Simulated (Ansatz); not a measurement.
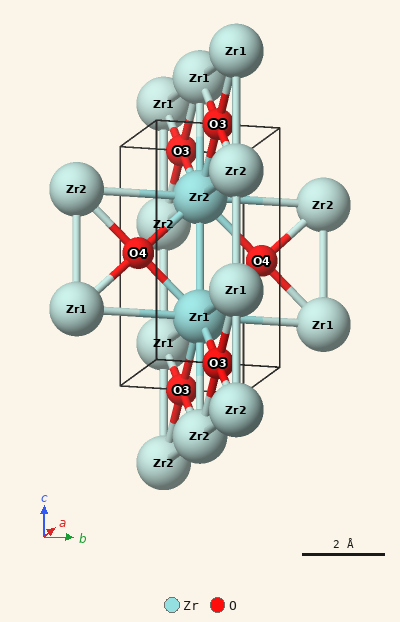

*The starting structure (ball-and-stick view of the cell of the calculation, seen at an oblique angle; neighbours outside the cell are drawn fainter; atoms are numbered from 1 in the order of the input).*

Near neighbours in the crystal (not all of them lie inside the picture): Zr has 4 O at 2.19 Å and 6 Zr at 3.02 to 3.17 Å; O has 4 Zr at 2.19 Å.

**ZrO: geometry relaxation (part 1 of 2)**

ZrO (4 atoms in the cell), computed with DFT PBE, scalar-relativistic, plane waves, PAW, no spin polarisation (Ansatz 0.2.0).

The structure was made by a generator, so it may or may not be a known phase. Figures and captions count atoms from 1; the log counts them from 0 in places.

The input:
```yaml
crystal:
  lattice:
    - [3.1724316952, 0.0, 0.0]
    - [0.0, 3.1724316952, 0.0]
    - [0.0, 0.0, 6.0427468284]
  atoms:
    - { symbol: Zr, position: [0.5, 0.5, 0.25] }
    - { symbol: Zr, position: [0.5, 0.5, 0.75] }
    - { symbol: O, position: [0.0, 0.5, 0.0] }
    - { symbol: O, position: [0.5, 0.0, 0.5] }
basis:
  ecutwfc: 420
kpoints:
  mp_grid: { grid: [14, 14, 8] }
hamiltonian:
  xc: pbe
scf:
  occupations: { method: gaussian, width: 0.1 }
output:
  forces: true
  stress: true
  eigenvalues: true
  write_density: true
  write_potential: true
  elf: true
  volumetric_format: npy
relax:
  adjacent_minimum: "off"
  f_tol: 0.01
  max_steps: 80
  cell: { stress_tol: 0.05 }
```

Run as:
```bash
ansatz run input.yaml --threads 1 --pin off --max-ram 2048MiB --backend cpu --events-out ev --progress --plain --runs-dir out
```

Output:
```
Engine: ansatz 0.2.0, x86_64-unknown-linux-gnu
Pseudopotentials: kind: paw
Pseudopotential: Zr, paw, valence charge 12, recommended cutoff 420 eV (normal), Zr.paw.azcp
Pseudopotential: O, paw, valence charge 6, recommended cutoff 420 eV (normal), O.paw.azcp
Functional definition: PBE
  parameter kappa = 0.804
  parameter beta = 0.06672455060314922
  exchange = pbe_x(kappa = kappa, mu = beta*pi^2/3)
  correlation = pbe_c(beta = beta)
Crystal: 4 atoms, lattice volume = 60.816 Å³
Basis set: ecut = 420 eV, 1213 PW (Γ), exchange–correlation on 48×48×90 points (8 copies of the dense FFT grid, shifted against one another)
Bands: 22, of which v1, the nominal top of the filled ones, is band 18 counted from 1 (17 counted from 0)
Symmetry: 16 space group operations
Space group: P42/mmc (ITA 131), of the structure as read, at distance tolerance 3.9e-5 Å
k-points: 180 of 1568
Non-local potential: Zr, projectors of the file, l = 0: 3, l = 1: 2, l = 2: 2, l = 3: 2
Non-local potential: O, projectors of the file, l = 0: 2, l = 1: 2, l = 2: 1
PAW form: soft (Blöchl's): semilocal exchange-correlation on the pseudo side does not see the compensation charge
PAW one-centre angular grid: Zr, 590 points (default); XC on 64 Gauss nodes
PAW one-centre angular grid: O, 110 points (default); XC on 64 Gauss nodes
Initial density: superposition of atomic densities (neutral atoms: chi_scale 0, normalization atom), corrected by the library's trained network
Initial wavefunctions: pseudopotential atomic-orbital guess
Functional: x = pbe(κ = 0.804, μ = 0.2195149727645171), c = pbe(β = 0.06672455060314922)
SCF iter   1: F=—  HF=-9505.253109 eV  |F-HF|=—  |Δ(HF+E_count)|=         —  Δρ=6.83e-3  dr2=2.81e-2  ethr=1.77e-3  ⟨swp⟩=4.5  Hψ=16837  notcnv=0
preconditioner: auto → Kerker (q_TF=auto, 2.500 Å⁻¹)  [metal: Δε(μ)=0.002 eV  Ē_g=9.167 eV  σ=0.100 eV  W_gap=0.01  n_scr=16 (ndim 8)  ℏωp=21.3 eV  f_vac=0.000  D(μ)=3.57/eV (n_scr^D=38)]
SCF iter   2: F=—  HF=-9505.251558 eV  |F-HF|=—  |Δ(HF+E_count)|=   1.55e-3  Δρ=4.07e-3  dr2=1.15e-2  ethr=7.79e-5  ⟨swp⟩=1.1  Hψ=5409  notcnv=0
SCF iter   3: F=—  HF=-9505.250846 eV  |F-HF|=—  |Δ(HF+E_count)|=   7.12e-4  Δρ=9.71e-4  dr2=8.67e-4  ethr=3.19e-5  ⟨swp⟩=2.0  Hψ=4588  notcnv=0
SCF iter   4: F=—  HF=-9505.250792 eV  |F-HF|=—  |Δ(HF+E_count)|=   5.39e-5  Δρ=3.38e-4  dr2=5.23e-5  ethr=2.41e-6  ⟨swp⟩=2.3  Hψ=5490  notcnv=0
SCF iter   5: F=—  HF=-9505.250818 eV  |F-HF|=—  |Δ(HF+E_count)|=   2.57e-5  Δρ=5.54e-5  dr2=1.49e-6  ethr=1.45e-7  ⟨swp⟩=2.5  Hψ=6288  notcnv=0
SCF iter   6: F=-9505.250819 eV  HF=-9505.250819 eV  |F-HF|=2.00e-8  |Δ(HF+E_count)|=   1.35e-6  Δρ=9.93e-6  dr2=6.70e-8  ethr=2.78e-10  ⟨swp⟩=6.6  Hψ=27063  notcnv=0
SCF 1 converged in 6 iterations: F = -9505.250819 eV  dr2 = 6.70e-8
  greatest PAW one-centre occupation: 0.996 electrons in one spin orbital (limit 2), on the Zr atom at site 1 (counted from 0), in its partial waves of l = 0
relax step   1: F+E_penalty+E_count = -9505.25081894 eV  Δ(F+E_penalty+E_count) = +0.000e0 eV  max|allowed force component| = 5.551e-17 eV/Å  Δτ_max = 0.0000 Å  P = +0.093 GPa  Ω = 60.816 Å³  (6 SCF iters, dr2 threshold 1.00e-7 eV, accepted)
Crystal: 4 atoms, lattice volume = 61.202 Å³
Initial density: handed on by an earlier stage of this run
Initial wavefunctions: those handed on with the density
iter 1 solved again at ethr=1.82e-5 eV; its pass at ethr=3.10e-3 eV (dr2=6.56e-3 eV) is discarded
SCF iter   1: F=—  HF=-9505.254804 eV  |F-HF|=—  |Δ(HF+E_count)|=         —  Δρ=2.61e-3  dr2=6.71e-3  ethr=1.82e-5  ⟨swp⟩=1.1  Hψ=22441  notcnv=0
preconditioner: auto → Kerker (q_TF=auto, 2.497 Å⁻¹)  [metal: Δε(μ)=0.000 eV  Ē_g=9.204 eV  σ=0.100 eV  W_gap=0.00  n_scr=16 (ndim 8)  ℏωp=21.2 eV  f_vac=0.000  D(μ)=3.37/eV (n_scr^D=38)]
SCF iter   2: F=—  HF=-9505.253497 eV  |F-HF|=—  |Δ(HF+E_count)|=   1.31e-3  Δρ=1.60e-3  dr2=2.73e-3  ethr=1.82e-5  ⟨swp⟩=1.2  Hψ=4001  notcnv=0
SCF iter   3: F=—  HF=-9505.252703 eV  |F-HF|=—  |Δ(HF+E_count)|=   7.95e-4  Δρ=7.62e-4  dr2=3.28e-4  ethr=7.59e-6  ⟨swp⟩=2.3  Hψ=5904  notcnv=0
SCF iter   4: F=—  HF=-9505.252639 eV  |F-HF|=—  |Δ(HF+E_count)|=   6.35e-5  Δρ=2.32e-4  dr2=2.92e-5  ethr=9.10e-7  ⟨swp⟩=2.0  Hψ=5449  notcnv=0
SCF iter   5: F=—  HF=-9505.252640 eV  |F-HF|=—  |Δ(HF+E_count)|=   1.14e-6  Δρ=4.68e-5  dr2=1.42e-6  ethr=8.12e-8  ⟨swp⟩=1.1  Hψ=4102  notcnv=0
SCF iter   6: F=-9505.252641 eV  HF=-9505.252641 eV  |F-HF|=3.49e-8  |Δ(HF+E_count)|=   5.80e-7  Δρ=1.03e-5  dr2=6.51e-8  ethr=1.11e-9  ⟨swp⟩=9.4  Hψ=28453  notcnv=0
the search or the solves at the SCF's close seem to have found levels that the self-consistency loop had missed (the run counts 1). By its estimate they hold under 1e-12 electrons; where the run keeps them, the occupations were computed again with them
SCF 2 converged in 6 iterations: F = -9505.252641 eV  dr2 = 6.51e-8
relax step   2: F+E_penalty+E_count = -9505.25264093 eV  Δ(F+E_penalty+E_count) = -1.822e-3 eV  max|allowed force component| = 1.318e-16 eV/Å  Δτ_max = 0.0000 Å  P = -0.098 GPa  Ω = 61.202 Å³  energy of the carried Pulay correction = -1.059e-3 eV  (6 SCF iters, dr2 threshold 4.00e-7 eV, accepted)
Crystal: 4 atoms, lattice volume = 61.195 Å³
iter 1 solved again at ethr=3.68e-7 eV; its pass at ethr=3.10e-3 eV (dr2=1.32e-4 eV) is discarded
SCF iter   1: F=—  HF=-9505.252738 eV  |F-HF|=—  |Δ(HF+E_count)|=         —  Δρ=3.80e-4  dr2=1.43e-4  ethr=3.68e-7  ⟨swp⟩=2.0  Hψ=22101  notcnv=0
preconditioner: auto → Kerker (q_TF=auto, 2.497 Å⁻¹)  [metal: Δε(μ)=0.002 eV  Ē_g=9.204 eV  σ=0.100 eV  W_gap=0.01  n_scr=16 (ndim 8)  ℏωp=21.2 eV  f_vac=0.000  D(μ)=3.37/eV (n_scr^D=38)]
SCF iter   2: F=—  HF=-9505.252707 eV  |F-HF|=—  |Δ(HF+E_count)|=   3.15e-5  Δρ=2.27e-4  dr2=5.65e-5  ethr=3.68e-7  ⟨swp⟩=1.3  Hψ=4025  notcnv=0
SCF iter   3: F=—  HF=-9505.252691 eV  |F-HF|=—  |Δ(HF+E_count)|=   1.60e-5  Δρ=1.43e-4  dr2=1.17e-5  ethr=1.57e-7  ⟨swp⟩=2.1  Hψ=5644  notcnv=0
SCF iter   4: F=—  HF=-9505.252688 eV  |F-HF|=—  |Δ(HF+E_count)|=   2.45e-6  Δρ=3.42e-5  dr2=8.09e-7  ethr=3.26e-8  ⟨swp⟩=2.0  Hψ=5401  notcnv=0
SCF iter   5: F=-9505.252688 eV  HF=-9505.252688 eV  |F-HF|=1.40e-8  |Δ(HF+E_count)|=   3.23e-8  Δρ=1.10e-5  dr2=6.81e-8  ethr=4.11e-10  ⟨swp⟩=8.2  Hψ=24572  notcnv=0
SCF 3 converged in 5 iterations: F = -9505.252688 eV  dr2 = 6.81e-8
relax step   3: F+E_penalty+E_count = -9505.25268835 eV  Δ(F+E_penalty+E_count) = -4.742e-5 eV  max|allowed force component| = 8.500e-17 eV/Å  Δτ_max = 0.0000 Å  P = +0.036 GPa  Ω = 61.195 Å³  energy of the carried Pulay correction = -1.061e-3 eV  (5 SCF iters, dr2 threshold 1.48e-7 eV, accepted)
Crystal: 4 atoms, lattice volume = 61.205 Å³
iter 1 solved again at ethr=6.33e-9 eV; its pass at ethr=3.10e-3 eV (dr2=2.28e-6 eV) is discarded
SCF iter   1: F=—  HF=-9505.252674 eV  |F-HF|=—  |Δ(HF+E_count)|=         —  Δρ=5.22e-5  dr2=2.38e-6  ethr=6.33e-9  ⟨swp⟩=2.0  Hψ=22108  notcnv=0
preconditioner: auto → Kerker (q_TF=auto, 2.497 Å⁻¹)  [metal: Δε(μ)=0.002 eV  Ē_g=9.199 eV  σ=0.100 eV  W_gap=0.01  n_scr=16 (ndim 8)  ℏωp=21.2 eV  f_vac=0.000  D(μ)=3.38/eV (n_scr^D=38)]
SCF iter   2: F=—  HF=-9505.252670 eV  |F-HF|=—  |Δ(HF+E_count)|=   3.78e-6  Δρ=2.94e-5  dr2=8.73e-7  ethr=6.33e-9  ⟨swp⟩=1.3  Hψ=4033  notcnv=0
SCF iter   3: F=—  HF=-9505.252670 eV  |F-HF|=—  |Δ(HF+E_count)|=   2.40e-7  Δρ=2.31e-5  dr2=2.99e-7  ethr=2.43e-9  ⟨swp⟩=2.1  Hψ=5687  notcnv=0
SCF iter   4: F=—  HF=-9505.252670 eV  |F-HF|=—  |Δ(HF+E_count)|=   6.68e-8  Δρ=4.07e-6  dr2=1.15e-8  ethr=8.31e-10  ⟨swp⟩=2.0  Hψ=5387  notcnv=0
SCF iter   5: F=-9505.252670 eV  HF=-9505.252670 eV  |F-HF|=2.64e-10  |Δ(HF+E_count)|=  8.62e-10  Δρ=1.51e-6  dr2=1.17e-9  ethr=2.78e-11  ⟨swp⟩=6.8  Hψ=20987  notcnv=0
SCF 4 converged in 5 iterations: F = -9505.252670 eV  dr2 = 1.17e-9
relax step   4: F+E_penalty+E_count = -9505.25267004 eV  Δ(F+E_penalty+E_count) = +1.831e-5 eV  max|allowed force component| = 1.874e-16 eV/Å  Δτ_max = 0.0000 Å  P = -0.001 GPa  Ω = 61.205 Å³  energy of the carried Pulay correction = -1.082e-3 eV  (5 SCF iters, dr2 threshold 1.00e-8 eV, accepted)
Initial wavefunctions: pseudopotential atomic-orbital guess (no wavefunctions were taken with the density)
iter 1 solved again at ethr=3.58e-8 eV; its pass at ethr=3.10e-3 eV (dr2=1.29e-5 eV) is discarded
SCF iter   1: F=—  HF=-9505.254002 eV  |F-HF|=—  |Δ(HF+E_count)|=         —  Δρ=1.00e-4  dr2=7.01e-7  ethr=3.58e-8  ⟨swp⟩=3.4  Hψ=27943  notcnv=0
preconditioner: auto → Kerker (q_TF=auto, 2.497 Å⁻¹)  [metal: Δε(μ)=0.000 eV  Ē_g=9.202 eV  σ=0.100 eV  W_gap=0.00  n_scr=16 (ndim 8)  ℏωp=21.2 eV  f_vac=0.000  D(μ)=3.38/eV (n_scr^D=38)]
SCF iter   2: F=—  HF=-9505.254006 eV  |F-HF|=—  |Δ(HF+E_count)|=   3.55e-6  Δρ=5.09e-5  dr2=2.11e-7  ethr=1.95e-9  ⟨swp⟩=2.0  Hψ=5553  notcnv=0
SCF iter   3: F=—  HF=-9505.254008 eV  |F-HF|=—  |Δ(HF+E_count)|=   2.24e-6  Δρ=1.79e-5  dr2=2.74e-8  ethr=5.87e-10  ⟨swp⟩=2.0  Hψ=5557  notcnv=0
SCF iter   4: F=—  HF=-9505.254008 eV  |F-HF|=—  |Δ(HF+E_count)|=   2.47e-7  Δρ=1.01e-6  dr2=2.97e-10  ethr=7.61e-11  ⟨swp⟩=2.0  Hψ=5739  notcnv=0
SCF iter   5: F=-9505.254008 eV  HF=-9505.254008 eV  |F-HF|=1.46e-11  |Δ(HF+E_count)|=  5.75e-10  Δρ=1.70e-7  dr2=1.79e-11  ethr=1.00e-12  ⟨swp⟩=6.0  Hψ=19133  notcnv=0
SCF 5 converged in 5 iterations: F = -9505.254008 eV  dr2 = 1.79e-11
relax step   5: F+E_penalty+E_count = -9505.25400844 eV  Δ(F+E_penalty+E_count) = -1.338e-3 eV  max|allowed force component| = 1.874e-16 eV/Å  Δτ_max = 0.0000 Å  P = +0.032 GPa  Ω = 61.205 Å³  stress off target by 6.29e-2 GPa  SCF on the basis re-selected at this cell (its energy is not comparable with the rows above)  (5 SCF iters)
basis re-selected at this cell: Δ(F+E_penalty+E_count) = -1.338e-3 eV, ΔP = +0.034 GPa vs the last step (what re-selecting the basis moved, of the pressure what is left beyond the Pulay correction that the steps carried, after the strain that the cell walked since its last selection, with what the two solves' SCF thresholds leave and, on support functions, any second-order correction that the steps lacked; it is no measure of the basis error at this ecutwfc). This SCF's stress stands 6.29e-2 GPa from its target on what of the cell is left free (relax.cell.stress_tol is 5.00e-2 GPa) and its largest allowed force component is 1.87e-16 eV/Å (relax.f_tol is 1.00e-2 eV/Å): not within both, so this SCF does not close the relaxation
Crystal: 4 atoms, lattice volume = 61.245 Å³
Basis set: ecut = 420 eV, 1229 PW (Γ), exchange–correlation on 48×48×90 points (8 copies of the dense FFT grid, shifted against one another)
iter 1 solved again at ethr=1.09e-7 eV; its pass at ethr=3.10e-3 eV (dr2=3.93e-5 eV) is discarded
SCF iter   1: F=—  HF=-9505.253938 eV  |F-HF|=—  |Δ(HF+E_count)|=         —  Δρ=2.11e-4  dr2=4.27e-5  ethr=1.09e-7  ⟨swp⟩=2.0  Hψ=22096  notcnv=0
preconditioner: auto → Kerker (q_TF=auto, 2.497 Å⁻¹)  [metal: Δε(μ)=0.003 eV  Ē_g=9.202 eV  σ=0.100 eV  W_gap=0.01  n_scr=16 (ndim 8)  ℏωp=21.2 eV  f_vac=0.000  D(μ)=3.36/eV (n_scr^D=36)]
SCF iter   2: F=—  HF=-9505.253926 eV  |F-HF|=—  |Δ(HF+E_count)|=   1.23e-5  Δρ=1.27e-4  dr2=1.67e-5  ethr=1.09e-7  ⟨swp⟩=1.3  Hψ=4027  notcnv=0
SCF iter   3: F=—  HF=-9505.253920 eV  |F-HF|=—  |Δ(HF+E_count)|=   5.48e-6  Δρ=6.93e-5  dr2=2.77e-6  ethr=4.65e-8  ⟨swp⟩=2.1  Hψ=5593  notcnv=0
SCF iter   4: F=—  HF=-9505.253921 eV  |F-HF|=—  |Δ(HF+E_count)|=   4.61e-7  Δρ=1.77e-5  dr2=1.99e-7  ethr=7.70e-9  ⟨swp⟩=2.0  Hψ=5455  notcnv=0
SCF iter   5: F=—  HF=-9505.253921 eV  |F-HF|=—  |Δ(HF+E_count)|=   4.35e-9  Δρ=5.07e-6  dr2=1.39e-8  ethr=5.53e-10  ⟨swp⟩=2.2  Hψ=5199  notcnv=0
SCF iter   6: F=-9505.253921 eV  HF=-9505.253921 eV  |F-HF|=1.56e-10  |Δ(HF+E_count)|=   2.36e-9  Δρ=1.10e-6  dr2=6.23e-10  ethr=2.75e-11  ⟨swp⟩=7.0  Hψ=22164  notcnv=0
SCF 6 converged in 6 iterations: F = -9505.253921 eV  dr2 = 6.23e-10
relax step   6: F+E_penalty+E_count = -9505.25392066 eV  Δ(F+E_penalty+E_count) = +8.778e-5 eV  max|allowed force component| = 1.665e-16 eV/Å  Δτ_max = 0.0000 Å  P = -0.006 GPa  Ω = 61.245 Å³  energy of the carried Pulay correction = -1.063e-4 eV  (6 SCF iters, dr2 threshold 9.89e-9 eV, accepted)
iter 1 solved again at ethr=2.96e-8 eV; its pass at ethr=3.10e-3 eV (dr2=1.06e-5 eV) is discarded
SCF iter   1: F=—  HF=-9505.254011 eV  |F-HF|=—  |Δ(HF+E_count)|=         —  Δρ=3.96e-5  dr2=2.39e-8  ethr=2.96e-8  ⟨swp⟩=3.5  Hψ=27996  notcnv=0
preconditioner: auto → Kerker (q_TF=auto, 2.497 Å⁻¹)  [metal: Δε(μ)=0.002 eV  Ē_g=9.201 eV  σ=0.100 eV  W_gap=0.01  n_scr=16 (ndim 8)  ℏωp=21.2 eV  f_vac=0.000  D(μ)=3.36/eV (n_scr^D=38)]
SCF iter   2: F=—  HF=-9505.254013 eV  |F-HF|=—  |Δ(HF+E_count)|=   1.75e-6  Δρ=2.00e-5  dr2=6.53e-9  ethr=6.63e-11  ⟨swp⟩=2.0  Hψ=5776  notcnv=0
SCF iter   3: F=—  HF=-9505.254015 eV  |F-HF|=—  |Δ(HF+E_count)|=   1.81e-6  Δρ=3.59e-6  dr2=2.10e-9  ethr=1.81e-11  ⟨swp⟩=2.0  Hψ=5319  notcnv=0
SCF iter   4: F=—  HF=-9505.254015 eV  |F-HF|=—  |Δ(HF+E_count)|=   3.95e-8  Δρ=2.71e-7  dr2=4.15e-11  ethr=5.83e-12  ⟨swp⟩=2.0  Hψ=5410  notcnv=0
SCF iter   5: F=-9505.254015 eV  HF=-9505.254015 eV  |F-HF|=7.28e-12  |Δ(HF+E_count)|=  3.27e-11  Δρ=1.23e-7  dr2=9.96e-12  ethr=1.00e-12  ⟨swp⟩=5.1  Hψ=16437  notcnv=0
SCF 7 converged in 5 iterations: F = -9505.254015 eV  dr2 = 9.96e-12
relax step   7: F+E_penalty+E_count = -9505.25401505 eV  Δ(F+E_penalty+E_count) = -9.439e-5 eV  max|allowed force component| = 1.665e-16 eV/Å  Δτ_max = 0.0000 Å  P = -0.004 GPa  Ω = 61.245 Å³  stress off target by 1.27e-2 GPa  SCF on the basis re-selected at this cell (its energy is not comparable with the rows above)  (5 SCF iters)
```
